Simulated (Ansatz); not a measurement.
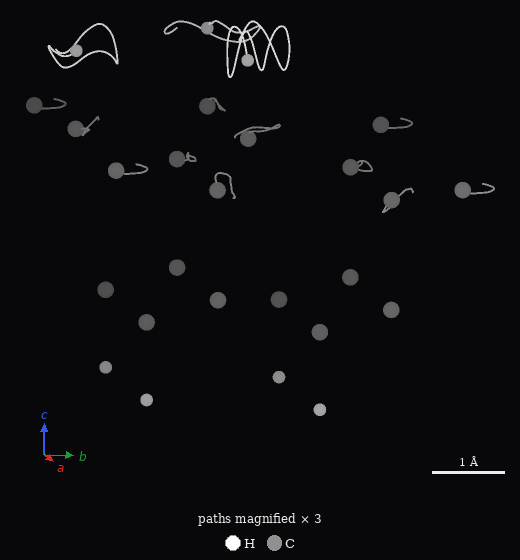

A Born-Oppenheimer molecular dynamics run of a slab of C(111), H-covered but for one site, underside capped with H (23 atoms in the cell), 40 fs long. Lines trace each atom's path, in the colour of its element; spheres stand at the starting positions. The excursions are magnified 3 times. Fixed atoms have no trace. Seen slightly off an axis in the simulation cell, with the vacuum cut short.

Computed with Ansatz, DFT LDA, scalar-relativistic, plane waves, PAW. Settings: plane-wave cutoff 420 eV; k-point mesh 3 × 3 × 1; Fermi-Dirac smearing 0.02 eV; 12 atoms held fixed; Langevin thermostat (NVT); set temperature 700 K; time step 0.5 fs; friction 0.01 per fs.

How do the atoms move?

Answer. Root-mean-square distances from the starting positions over the second half, with the common drift of all atoms taken out: H 0.18 Å, C 0.10 Å. The run lasts only 40 fs, too short to tell vibration from diffusion. The mean temperature in the second half is 480 K (standard deviation 98 K). That is still far from the set 700 K: the thermostat hasn't settled it within this run. The potential energy in the second half lies on average 32.3 meV per atom above the first frame.

Limits of the set-up: the k-point mesh is coarse for a cell with partly filled bands.

The run took 12 min on 1 thread of Arm Neoverse V1 (shared host), peak memory 0.49 GiB.

PAW datasets: the set soft_1.
